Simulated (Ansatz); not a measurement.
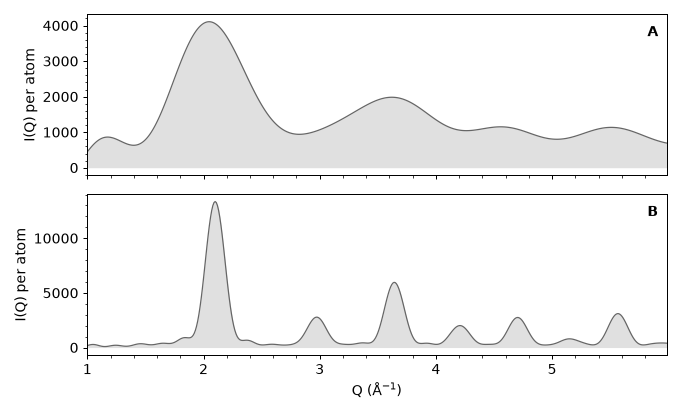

X-ray scattering of spheres cut from the crystal structure of La (Im-3m, a = 4.221 Å, b = 4.221 Å, c = 4.221 Å, α = 90.00°, β = 90.00°, γ = 90.00°), calculated atom by atom with the Debye equation (B = 0.5 Å², no relaxation of the surface). It is based on the input geometry of an electronic-structure calculation (not necessarily at equilibrium); the starting structure was generated, so it need not be a known form of this composition.

The spheres are 10 and 36 Å across. Which curve is which?

curve A: 10 Å (15 atoms); curve B: 36 Å (645 atoms). Peak widths go roughly as 2π/D, so the largest sphere has the sharpest peaks.

Index the main peaks of the largest sphere.

Q ≈ 2.10 Å⁻¹: 110; Q ≈ 2.97 Å⁻¹: 200; Q ≈ 3.64 Å⁻¹: 211; Q ≈ 4.21 Å⁻¹: 220; Q ≈ 4.70 Å⁻¹: 310; Q ≈ 5.57 Å⁻¹: 321.
